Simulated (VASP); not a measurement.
# Run report: B12N11, geometry relaxation (part 6 of 6)

B12N11 (defect cell, 23 atoms in the cell); Kohn-Sham DFT of a periodic cell, PBEsol, VASP PAW PBE potentials, recommended, spin-polarised (VASP 6.6.1); cutoff 450 eV, 3×4×4 k-mesh, Gaussian smearing of 0.03 eV, collinear spins. The structure derives from an entry of the Crystallography Open Database. It belongs to a series of runs on one base structure; here: atoms moved at random by about 0.05 A.

Geometry of the input (Å; fractional positions):
```
0.0000  5.4225  5.4225
3.6150  0.0000  3.6150
3.6150  3.6150  0.0000
B  -0.0007  -0.0146  0.0105
B  -0.0046  0.0119  0.4936
B  0.0032  0.4996  0.0004
B  -0.0018  0.5096  0.4960
B  0.3311  0.0072  0.0059
B  0.3303  0.0005  0.4916
B  0.3305  0.5020  -0.0003
B  0.3280  0.5014  0.4954
B  0.6769  0.0010  -0.0074
B  0.6647  -0.0055  0.5134
B  0.6720  0.4969  -0.0009
B  0.6686  0.4897  0.4937
N  0.0782  0.1132  0.6322
N  0.0845  0.6432  0.1193
N  0.0835  0.6263  0.6240
N  0.4056  0.1355  0.1318
N  0.4188  0.1192  0.6197
N  0.4149  0.6303  0.1240
N  0.4125  0.6298  0.6187
N  0.7479  0.1210  0.1406
N  0.7484  0.1252  0.6217
N  0.7440  0.6292  0.1305
N  0.7507  0.6278  0.6298
```

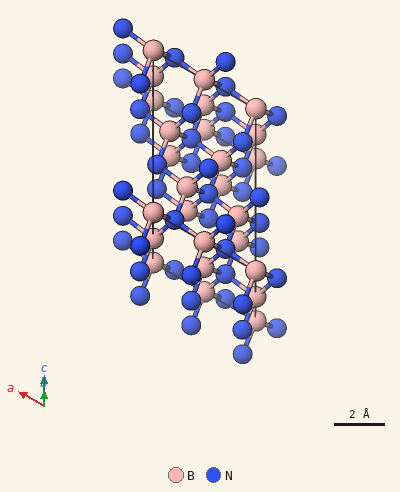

**Figure 1.** The geometry at step 13 of the log (ball-and-stick view of the reduced cell, seen at an oblique angle; bonded neighbours outside the cell are drawn too).

**Trajectory as extended XYZ, continued**
```
23
Lattice="0.0000 5.4225 5.4225 3.6150 0.0000 3.6150 3.6150 3.6150 0.0000" Properties=species:S:1:pos:R:3:forces:R:3 step=11 energy=-192.71321
B     0.0131    0.0133    0.0084    0.0333   0.0159   0.0221
B     1.8198    7.1955    5.4214    0.0226   0.0232   0.0024
B     1.8247    5.4234    7.2071   -0.0085  -0.0102  -0.0021
B     3.6159    1.8111    1.8110    0.0240  -0.0131  -0.0035
B     7.1948    5.4282    5.4366   -0.0122   0.0173  -0.0139
B     1.8200    3.5958    1.8020   -0.0092   0.0073   0.0044
B     1.8198    1.8002    3.6004   -0.0049   0.0057   0.0026
B     3.6221    3.6008    3.6056   -0.0190  -0.0084  -0.0135
B     0.0160    3.6029    3.6037   -0.0023  -0.0003   0.0168
B     1.8081    5.4150    3.6227    0.0063   0.0085  -0.0040
B     1.8081    3.6214    5.4186    0.0175  -0.0129  -0.0026
B     3.6208    5.4152    5.4173   -0.0051  -0.0010  -0.0101
N     2.7200    2.7051    0.9074   -0.0088  -0.0023   0.0139
N     2.7199    0.9073    2.7075    0.0099   0.0134   0.0025
N     4.5243    2.7036    2.7059   -0.0005   0.0070   0.0042
N     0.9131    2.7016    2.7043   -0.0042  -0.0272  -0.0102
N     2.7004    4.5100    2.7210    0.0005   0.0031  -0.0055
N     2.7017    2.7165    4.5162   -0.0135  -0.0016  -0.0144
N     4.5299    4.5088    4.5122   -0.0341  -0.0044  -0.0116
N     0.9017    4.5230    4.5250   -0.0105   0.0141   0.0001
N     2.7299    6.3162    4.5059    0.0097  -0.0074   0.0106
N     2.7290    4.5066    6.3189    0.0221  -0.0115   0.0080
N     4.5226    6.3233    6.3246   -0.0131  -0.0155   0.0038
23
Lattice="0.0000 5.4225 5.4225 3.6150 0.0000 3.6150 3.6150 3.6150 0.0000" Properties=species:S:1:pos:R:3:forces:R:3 step=13 energy=-192.71363
B     0.0150    0.0144    0.0109    0.0238   0.0112   0.0290
B     1.8218    7.1984    5.4217    0.0083   0.0042  -0.0091
B     1.8247    5.4219    7.2062   -0.0015  -0.0070   0.0021
B     3.6178    1.8106    1.8110   -0.0159   0.0016   0.0013
B     7.1927    5.4298    5.4361   -0.0058  -0.0063  -0.0158
B     1.8190    3.5956    1.8017   -0.0071   0.0108   0.0035
B     1.8194    1.8005    3.5992   -0.0092  -0.0173   0.0050
B     3.6211    3.6006    3.6044   -0.0094   0.0014  -0.0085
B     0.0161    3.6025    3.6048    0.0074  -0.0042   0.0053
B     1.8081    5.4154    3.6232    0.0004  -0.0029  -0.0033
B     1.8082    3.6207    5.4183    0.0045  -0.0007   0.0049
B     3.6206    5.4139    5.4172    0.0059   0.0092  -0.0023
N     2.7203    2.7055    0.9083    0.0073   0.0016   0.0028
N     2.7210    0.9080    2.7073   -0.0079  -0.0102   0.0091
N     4.5248    2.7038    2.7059    0.0148   0.0010  -0.0029
N     0.9123    2.7008    2.7038   -0.0006  -0.0006  -0.0044
N     2.6992    4.5104    2.7208    0.0017  -0.0006  -0.0153
N     2.7007    2.7167    4.5149   -0.0205   0.0015  -0.0017
N     4.5288    4.5081    4.5109   -0.0069   0.0059   0.0077
N     0.9011    4.5238    4.5258    0.0183  -0.0081   0.0049
N     2.7307    6.3154    4.5067   -0.0136   0.0183   0.0071
N     2.7301    4.5051    6.3193   -0.0075  -0.0001  -0.0009
N     4.5223    6.3226    6.3251    0.0136  -0.0088  -0.0187
23
Lattice="0.0000 5.4225 5.4225 3.6150 0.0000 3.6150 3.6150 3.6150 0.0000" Properties=species:S:1:pos:R:3:forces:R:3 step=15 energy=-192.71387
B     0.0173    0.0156    0.0139    0.0148   0.0061   0.0235
B     1.8233    7.2003    5.4215   -0.0071   0.0104  -0.0070
B     1.8245    5.4207    7.2057    0.0050  -0.0102   0.0024
B     3.6180    1.8103    1.8111   -0.0094  -0.0011   0.0059
B     7.1913    5.4304    5.4349    0.0015  -0.0095  -0.0185
B     1.8181    3.5961    1.8017   -0.0003  -0.0090  -0.0060
B     1.8187    1.7997    3.5988   -0.0104  -0.0070  -0.0025
B     3.6201    3.6006    3.6033    0.0058  -0.0011   0.0028
B     0.0165    3.6021    3.6057    0.0018   0.0075  -0.0073
B     1.8081    5.4155    3.6233    0.0014  -0.0042  -0.0004
B     1.8085    3.6203    5.4184   -0.0039   0.0054   0.0011
B     3.6208    5.4137    5.4170   -0.0075   0.0051   0.0070
N     2.7209    2.7058    0.9089    0.0031   0.0083  -0.0002
N     2.7212    0.9080    2.7077    0.0021  -0.0154   0.0040
N     4.5259    2.7040    2.7058   -0.0146  -0.0072  -0.0004
N     0.9119    2.7002    2.7032   -0.0073   0.0034   0.0002
N     2.6986    4.5106    2.7198    0.0019   0.0031   0.0030
N     2.6990    2.7169    4.5141    0.0105  -0.0018  -0.0056
N     4.5277    4.5080    4.5105    0.0004  -0.0034  -0.0018
N     0.9017    4.5240    4.5265    0.0098  -0.0010   0.0025
N     2.7304    6.3160    4.5076    0.0035  -0.0009  -0.0134
N     2.7303    4.5042    6.3195    0.0040   0.0118   0.0000
N     4.5228    6.3218    6.3244   -0.0050   0.0109   0.0107
```

**Key numbers**

| quantity | value |
| --- | --- |
| outcome | converged |
| electrons treated | 92 |
| free energy | −192.7139 eV |
| gap on the k-point mesh | 2.38 eV |
| net moment of the cell (fixed by the input) | 2.00 μB |
| pressure | 8.73 GPa |
| final volume | 141.72 Å³ |
| largest force (length of the vector) at the end | 0.028 eV/Å |
| wall time | 30 min (CPU time 1.9 h) |
| peak memory | 0.45 GiB |

**Remarks**

The cell is charged and computed with a neutralising background, so its energy and pressure depend on the cell and aren't those of a real crystal.
